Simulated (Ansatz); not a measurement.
# Single-point calculation of Hf₆HO₁₃ (part 1 of 2)

Hf₆HO₁₃ (slab, 40 atoms in the cell), computed with DFT PBE+D3(BJ), scalar-relativistic, plane waves, PAW, no spin polarisation (Ansatz 0.2.0).

The structure derives from an entry of the Crystallography Open Database. It belongs to a series of runs on one base structure; here: the whole at its places in the relaxed adsorbed structure. Figures and captions count atoms from 1; the log counts them from 0 in places.

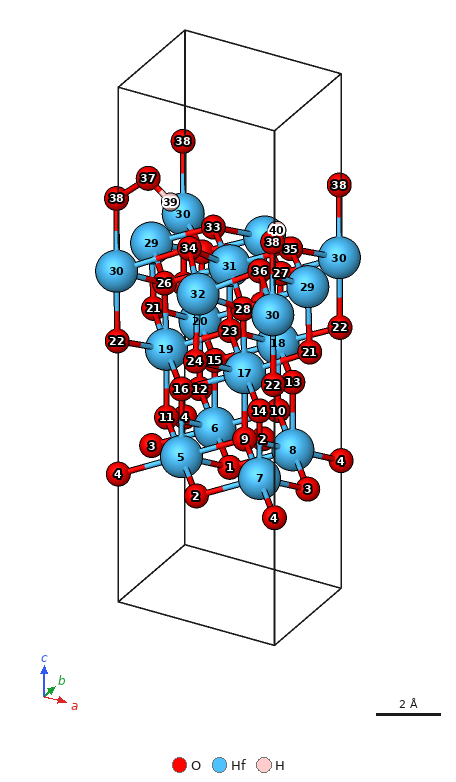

The structure (ball-and-stick view of the cell of the calculation, with the vacuum cut short, seen slightly off an axis; atoms are numbered from 1 in the order of the input). An atom can appear more than once, as a periodic image.

**Input**
```yaml
crystal:
  lattice:
    - [7.1741418983, 0.0, 0.0]
    - [-3.5870709491, 6.2129891342, 0.0]
    - [0.0, 0.0, 25.9992779138]
  atoms:
    - { symbol: O, position: [0.5, 0.5, 0.3077008533] }
    - { symbol: O, position: [0.5, 0.0, 0.3077008533] }
    - { symbol: O, position: [0.0, 0.5, 0.3077008533] }
    - { symbol: O, position: [0.0, 0.0, 0.3077008533] }
    - { symbol: Hf, position: [0.3333333333, 0.1666666667, 0.3358634736] }
    - { symbol: Hf, position: [0.3333333333, 0.6666666667, 0.3358634736] }
    - { symbol: Hf, position: [0.8333333333, 0.1666666667, 0.3358634736] }
    - { symbol: Hf, position: [0.8333333333, 0.6666666667, 0.3358634736] }
    - { symbol: O, position: [0.6666666667, 0.3333333333, 0.3640260939] }
    - { symbol: O, position: [0.6666666667, 0.8333333333, 0.3640260939] }
    - { symbol: O, position: [0.1666666667, 0.3333333333, 0.3640260939] }
    - { symbol: O, position: [0.1666666667, 0.8333333333, 0.3640260939] }
    - { symbol: O, position: [0.8333333333, 0.6666666667, 0.4203513345] }
    - { symbol: O, position: [0.8333333333, 0.1666666667, 0.4203513345] }
    - { symbol: O, position: [0.3333333333, 0.6666666667, 0.4203513345] }
    - { symbol: O, position: [0.3333333333, 0.1666666667, 0.4203513345] }
    - { symbol: Hf, position: [0.6671944863, 0.3336433995, 0.4471098311] }
    - { symbol: Hf, position: [0.6671589803, 0.834147958, 0.4480599766] }
    - { symbol: Hf, position: [0.1664342753, 0.3315132072, 0.4491349505] }
    - { symbol: Hf, position: [0.1674325751, 0.8350214469, 0.4485380005] }
    - { symbol: O, position: [0.0098615308, 0.50624025, 0.4791773936] }
    - { symbol: O, position: [-0.004921728, -0.0048263094, 0.4742375661] }
    - { symbol: O, position: [0.4983968015, 0.5090885846, 0.4779119755] }
    - { symbol: O, position: [0.4978033702, -0.0090837466, 0.4766760622] }
    - { symbol: O, position: [0.1723917676, 0.8575322157, 0.5335770754] }
    - { symbol: O, position: [0.1632843198, 0.3102757556, 0.5331233079] }
    - { symbol: O, position: [0.6802834289, 0.8473055992, 0.5350761845] }
    - { symbol: O, position: [0.6579984681, 0.3272175113, 0.5267232657] }
    - { symbol: Hf, position: [-1.5724e-05, 0.4999783652, 0.5608028558] }
    - { symbol: Hf, position: [-0.0068753198, -0.0094570709, 0.5616925899] }
    - { symbol: Hf, position: [0.5011611231, 0.4965454113, 0.5600552548] }
    - { symbol: Hf, position: [0.5057220256, 0.0117350323, 0.5594317983] }
    - { symbol: O, position: [0.3271732007, 0.6603349468, 0.5871357343] }
    - { symbol: O, position: [0.374256187, 0.190366539, 0.5966312155] }
    - { symbol: O, position: [0.8285205971, 0.646839794, 0.588413195] }
    - { symbol: O, position: [0.824639636, 0.1920475458, 0.5930041443] }
    - { symbol: O, position: [0.163870263, 0.0646600235, 0.6817674117] }
    - { symbol: O, position: [-0.0203401895, 0.0202625681, 0.6496667861] }
    - { symbol: H, position: [0.2791616023, 0.12900779, 0.6539045786] }
    - { symbol: H, position: [-0.0456527653, 0.142327316, 0.6542749894] }
basis:
  ecutwfc: 420
kpoints:
  mp_grid: { grid: [3, 3, 1] }
hamiltonian:
  xc: pbe
  dispersion: d3bj
scf:
  occupations: { method: gaussian, width: 0.05 }
output:
  forces: true
  eigenvalues: true
  write_density: true
  volumetric_format: npy
efield:
  axis: 3
  dipole_correction: true
  ramp_width: 0.04
```

Hardware: 4 threads of Arm Neoverse V1, 24 GiB of memory available, shared host.

Launched with:
```bash
ansatz run input.yaml --threads 4 --pin off --max-ram 10240MiB --backend cpu --events-out ev --progress --plain --runs-dir out
```

**Log**
```
Engine: ansatz 0.2.0, aarch64-unknown-linux-gnu
Pseudopotentials: kind: paw
Pseudopotential: O, paw, valence charge 6, recommended cutoff 420 eV (normal), O.paw.azcp
Pseudopotential: Hf, paw, valence charge 26, recommended cutoff 420 eV (normal), Hf.paw.azcp
Pseudopotential: H, paw, valence charge 1, recommended cutoff 420 eV (normal), H.paw.azcp
Functional definition: PBE
  parameter kappa = 0.804
  parameter beta = 0.06672455060314922
  exchange = pbe_x(kappa = kappa, mu = beta*pi^2/3)
  correlation = pbe_c(beta = beta)
Crystal: 40 atoms, lattice volume = 1158.862 Å³
Basis set: ecut = 420 eV, 22569 PW (Γ), exchange–correlation on 96×96×360 points (8 copies of the dense FFT grid, shifted against one another)
Bands: 282, of which v1, the nominal top of the filled ones, is band 235 counted from 1 (234 counted from 0)
Symmetry: 1 space group operations
Space group: P1 (ITA 1), of the structure as read, at distance tolerance 1.1e-4 Å
k-points: 5 of 9 (time reversal used)
Non-local potential: O, projectors of the file, l = 0: 2, l = 1: 2, l = 2: 1
Non-local potential: Hf, projectors of the file, l = 0: 3, l = 1: 2, l = 2: 2, l = 3: 3
Non-local potential: H, projectors of the file, l = 0: 2, l = 1: 1
PAW form: soft (Blöchl's): semilocal exchange-correlation on the pseudo side does not see the compensation charge
PAW one-centre angular grid: O, 110 points (default); XC on 64 Gauss nodes
PAW one-centre angular grid: Hf, 590 points (default); XC on 64 Gauss nodes
PAW one-centre angular grid: H, 110 points (default); XC on 64 Gauss nodes
Initial density: superposition of atomic densities (neutral atoms: chi_scale 0, normalization atom), corrected by the library's trained network
Initial wavefunctions: pseudopotential atomic-orbital guess
Functional: x = pbe(κ = 0.804, μ = 0.2195149727645171), c = pbe(β = 0.06672455060314922)
SCF iter   1: F=—  HF=-203502.703599 eV  |F-HF|=—  |Δ(HF+E_count)|=         —  Δρ=2.80e-3  dr2=9.15e-2  ethr=1.77e-3  p=-0.234 e·Å  D=-3.66e-2 V/Å  ΔV_dip=0.95 eV  dr2_dipole=1.52e-3  V_vac-E_F(+/−)=5.25/4.30 eV  ⟨swp⟩=6.6  Hψ=5628  notcnv=0  defer=41
efield: sawtooth ramp at fractional position 0.9747 (placed from the atoms, in the widest stretch of the axis that holds none; the zero of the levels goes with the place), width 0.0400; the density the first Hamiltonian is built on has a dipole p = -0.234 e·Å; the dipole correction subtracts the counter field D = -3.66e-2 V/Å, which shifts the + side's vacuum level by +0.95 eV against the − side's; the planar-averaged density in the ramp window peaks in size at 2.1e-5 e/Å³
preconditioner: auto → Resta (q_TF=auto, 2.347 Å⁻¹)  ε∞=2.7  [insulator: Δε(μ)=4.169 eV  Ē_g=17.489 eV  σ=0.050 eV  W_gap=1.00  n_scr=252 (ndim 8)  ℏωp=23.0 eV  f_vac=0.610  D(μ)=0.00/eV (n_scr^D=0)  ε∞_Penn≈2.7  vacuum switching on, ρ_ref=2.2e-2 e/Å³]
SCF iter   2: F=—  HF=-203502.704268 eV  |F-HF|=—  |Δ(HF+E_count)|=   6.69e-4  Δρ=1.62e-3  dr2=1.79e-2  ethr=1.95e-5  p=-0.253 e·Å  D=-3.94e-2 V/Å  ΔV_dip=1.03 eV  dr2_dipole=1.30e-4  V_vac-E_F(+/−)=5.25/4.22 eV  ⟨swp⟩=3.0  Hψ=2909  notcnv=0  defer=181
SCF iter   3: F=—  HF=-203502.704553 eV  |F-HF|=—  |Δ(HF+E_count)|=   2.84e-4  Δρ=6.84e-4  dr2=4.54e-3  ethr=3.81e-6  p=-0.241 e·Å  D=-3.76e-2 V/Å  ΔV_dip=0.98 eV  dr2_dipole=2.18e-9  V_vac-E_F(+/−)=5.22/4.24 eV  ⟨swp⟩=2.4  Hψ=2185  notcnv=0  defer=181
SCF iter   4: F=—  HF=-203502.705645 eV  |F-HF|=—  |Δ(HF+E_count)|=   1.09e-3  Δρ=3.53e-4  dr2=1.22e-3  ethr=9.66e-7  p=-0.234 e·Å  D=-3.65e-2 V/Å  ΔV_dip=0.95 eV  dr2_dipole=2.81e-5  V_vac-E_F(+/−)=5.20/4.25 eV  ⟨swp⟩=2.6  Hψ=2189  notcnv=0  defer=181
SCF iter   5: F=—  HF=-203502.705979 eV  |F-HF|=—  |Δ(HF+E_count)|=   3.35e-4  Δρ=1.07e-4  dr2=1.16e-4  ethr=2.59e-7  p=-0.235 e·Å  D=-3.67e-2 V/Å  ΔV_dip=0.95 eV  dr2_dipole=1.24e-7  V_vac-E_F(+/−)=5.19/4.24 eV  ⟨swp⟩=2.0  Hψ=2158  notcnv=0  defer=181
SCF iter   6: F=—  HF=-203502.706031 eV  |F-HF|=—  |Δ(HF+E_count)|=   5.13e-5  Δρ=3.51e-5  dr2=1.37e-5  ethr=2.47e-8  p=-0.235 e·Å  D=-3.67e-2 V/Å  ΔV_dip=0.95 eV  dr2_dipole=3.16e-9  V_vac-E_F(+/−)=5.19/4.24 eV  ⟨swp⟩=3.0  Hψ=2271  notcnv=0  defer=181
SCF iter   7: F=—  HF=-203502.706563 eV  |F-HF|=—  |Δ(HF+E_count)|=   5.32e-4  Δρ=1.62e-5  dr2=2.65e-6  ethr=2.92e-9  p=-0.235 e·Å  D=-3.67e-2 V/Å  ΔV_dip=0.95 eV  dr2_dipole=4.27e-8  V_vac-E_F(+/−)=5.19/4.23 eV  ⟨swp⟩=2.8  Hψ=2586  notcnv=0  defer=187
SCF iter   8: F=—  HF=-203502.706565 eV  |F-HF|=—  |Δ(HF+E_count)|=   1.80e-6  Δρ=5.58e-6  dr2=2.81e-7  ethr=5.64e-10  p=-0.235 e·Å  D=-3.67e-2 V/Å  ΔV_dip=0.95 eV  dr2_dipole=1.22e-10  V_vac-E_F(+/−)=5.19/4.23 eV  ⟨swp⟩=3.0  Hψ=2363  notcnv=0  defer=187
SCF iter   9: F=-203502.706565 eV  HF=-203502.706565 eV  |F-HF|=2.10e-8  |Δ(HF+E_count)|=   1.45e-7  Δρ=2.10e-6  dr2=4.16e-8  ethr=2.13e-11  p=-0.235 e·Å  D=-3.67e-2 V/Å  ΔV_dip=0.95 eV  dr2_dipole=9.48e-10  V_vac-E_F(+/−)=5.19/4.23 eV  ⟨swp⟩=16.0  Hψ=7786  notcnv=0
SCF 1 converged in 9 iterations: F = -203502.706565 eV  dr2 = 4.16e-8
  greatest PAW one-centre occupation: 0.999 electrons in one spin orbital (limit 2), on the Hf atom at site 17 (counted from 0), in its partial waves of l = 3
SCF converged after 9 iterations
Free energy (F): -203502.706565 eV
Harris-Foulkes:  -203502.706565 eV  (|F-HF|=2.10e-8)
Internal energy: -203502.706565 eV  (E = F + TS)
E sigma→0 (E₀):  -203502.706565 eV
Fermi energy:    3.135560 eV
Dipole field:    D = -0.036712 V/Å  (p = -0.235117 e·Å, saw-weighted, corrected)
Work function:   Φ+ = 5.1876 eV   Φ− = 4.2330 eV
Levels:          The Fermi level and band energies are counted from a zero that moves with the ramp; work functions are not
--- Per-component energies (eV) ---
  E_band       = -6189.280834
  E_kinetic    = 9600.251300
  E_local      = -906363.546624  (includes V_loc(G=0)·N_el)
  E_nonlocal   = -13671.248792
  E_hartree    = 446857.144193
  E_xc         = -5525.427998
  E_vxc        = -5651.109660  (∫ρ·V_xc dr)
  E_paw        = -87222.744350  (= ΣΔE_a)
  E_vpaw       = 16199.939924  (= ΣTr[D̂ρ^β])
  E_aug_tail   = 0.061762  (compensation charges beyond the density's cutoff)
  E_efield     = 0.004316  (sawtooth field / dipole correction)
  E_vefield    = -17.910138  (∫n·V_field dr)
  E_ewald      = 352829.430778
  E_disp       = -6.631149  (pairwise vdW)
  E_smearing   = -0.000000  (= −TS)
  E_closure    = 0.000000  (closes the sum)
  Σ components = -203502.706565   (vs F -203502.706565, Δ=0.00e0)
--- Forces (eV/Å), atoms counted from 1 ---
  atom   1  O      0.03286679     0.00197531    -0.68673735
  atom   2  O      0.00793445     0.02184541    -0.68763844
  atom   3  O     -0.03260513    -0.00712250    -0.68451360
  atom   4  O     -0.00766034    -0.01582292    -0.70491937
  atom   5  Hf    -0.08808178     0.00415462     0.81810807
  atom   6  Hf    -0.04177432    -0.07842485     1.10127227
  atom   7  Hf     0.08782547     0.05204793     0.85337677
  atom   8  Hf     0.04129662     0.02121199     0.87648196
  atom   9  O     -0.02792614    -0.03787829    -0.04402408
  atom  10  O      0.05748596     0.05627024     0.39578113
  atom  11  O      0.02748670    -0.10627776     0.35164010
  atom  12  O     -0.05780447     0.08815856     0.36965390
  atom  13  O      0.17077931    -0.67668875    -0.49546189
  atom  14  O     -0.33996842     0.55147073    -0.35148041
  atom  15  O     -0.16852978    -0.22905561    -0.96424498
  atom  16  O      0.34279685     0.35268182    -0.15195533
  atom  17  Hf    -0.00004937     0.00791020    -0.00035685
  atom  18  Hf    -0.00277761    -0.00298471     0.00667280
  atom  19  Hf     0.00019759     0.00881066    -0.00011327
  atom  20  Hf     0.00365753    -0.00408837    -0.00632653
  atom  21  O     -0.00381494    -0.00353980     0.00268167
  atom  22  O      0.00174722     0.00264629     0.00475674
  atom  23  O      0.00323481    -0.00668371     0.00520437
  atom  24  O     -0.00137737     0.00374552    -0.00934513
  atom  25  O     -0.00472424    -0.01346585    -0.00054677
  atom  26  O     -0.01655640    -0.00937807     0.00643352
  atom  27  O      0.00010454     0.00344913    -0.00510101
  atom  28  O      0.00711923    -0.00638095     0.00076605
  atom  29  Hf     0.01114972     0.01396670    -0.01779048
  atom  30  Hf     0.02472761    -0.00668940     0.00593925
  atom  31  Hf    -0.01156092     0.01768698    -0.00573497
  atom  32  Hf     0.00778224     0.00789949     0.00374320
  atom  33  O      0.00252178    -0.01299881     0.00349215
  atom  34  O     -0.00701894    -0.00719300    -0.01723526
  atom  35  O     -0.00248710    -0.00372150    -0.00366661
  atom  36  O     -0.00391711     0.00241869     0.02102694
  atom  37  O      0.00500424    -0.00662348     0.01278086
  atom  38  O      0.00869680     0.03169055     0.01085200
  atom  39  H     -0.02389070    -0.00139610     0.00604067
  atom  40  H     -0.00184199    -0.01359254    -0.01958655
  max |Σ_I F_I| component: 7.45e-5 eV/Å
--- Band table (eV; the first three rows and the last of 5) ---
```
